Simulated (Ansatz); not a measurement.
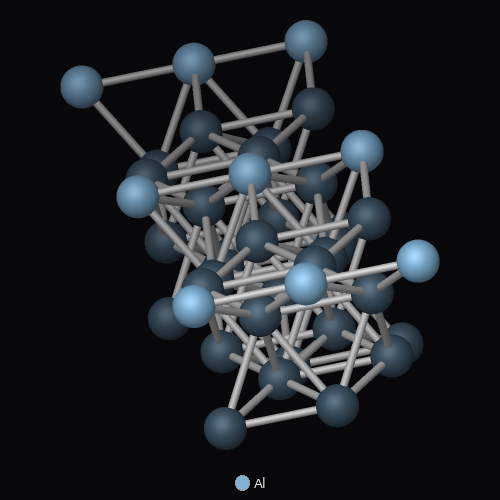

The system is N on an Al(101) slab cut from the P6_3/mmc phase, its upper half relaxed before the scan (9 atoms of substrate and one adsorbate in a 1 × 1 cell); the picture shows it without the atoms that are moved over the map. N is moved over the surface cell; relaxed at each place: the height of the adsorbate's atoms; substrate rigid; the origin of the map has the adsorbate above Al9. Places are given modulo a cell vector. The map is drawn in real space over the plane of the surface. The grid has 4 × 4 points. Energies are in eV, from the lowest grid point. At some places the adsorbate sinks to or below the level of the top layer. With one adsorbate in each 1 × 1 cell, its nearest image is 2.8 Å away, so neighbouring adsorbates interact. These are results of DFT PBEsol, scalar-relativistic, plane waves, PAW in Ansatz, not measurements. Settings: cutoff 420 eV, k-mesh 9×3×1, gaussian smearing 0.1 eV, no spin polarisation.

Range: position of N10 along the first surface vector from 0.00 to 0.75; position of N10 along the second surface vector from 0.00 to 0.75.

> What will the energy surface look like?

The lowest grid point is at a place at or below the level of the top layer, (3/4, 2/4) of the cell vectors. The highest grid point, the top site over a surface Al atom, (0/4, 0/4) of the cell vectors, lies 3.17 eV above the lowest. At the lowest point the adsorbate has 2 Al at 1.74 Å as nearest neighbours, at the highest 1 Al at 1.77 Å. Its relaxed height above the top atom is −0.11 Å at the lowest and 1.77 Å at the highest point.

| second ↓, first → | 0/4 | 1/4 | 2/4 | 3/4 |
| --- | --- | --- | --- | --- |
| 3/4 | 2.10 | 1.32 | 1.38 | 2.11 |
| 2/4 | 2.25 | 2.79 | 2.21 | 0.00 |
| 1/4 | 0.52 | 0.59 | 2.09 | 2.08 |
| 0/4 | 3.17 | 2.73 | 0.71 | 2.73 |

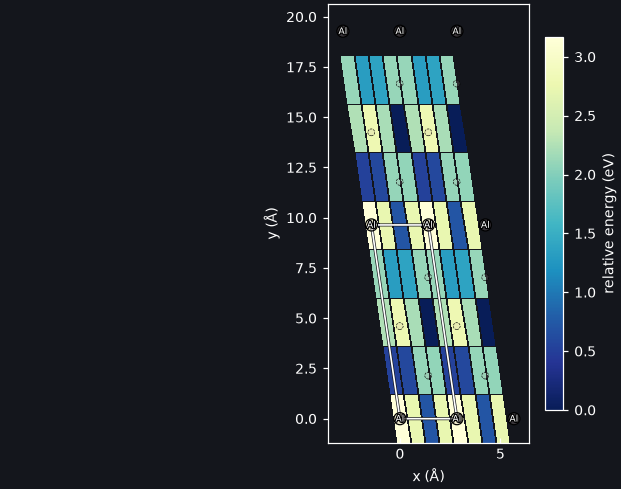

In the figure: one coloured cell a grid point, labelled circles for the atoms of the top layer and small ones for the second layer, the outline of one cell of the 2 × 2 shown.

The whole map (16 points run) took 44 min on 1 thread of Arm Neoverse N1, with other jobs on the host.

PAW datasets: the set soft_1.
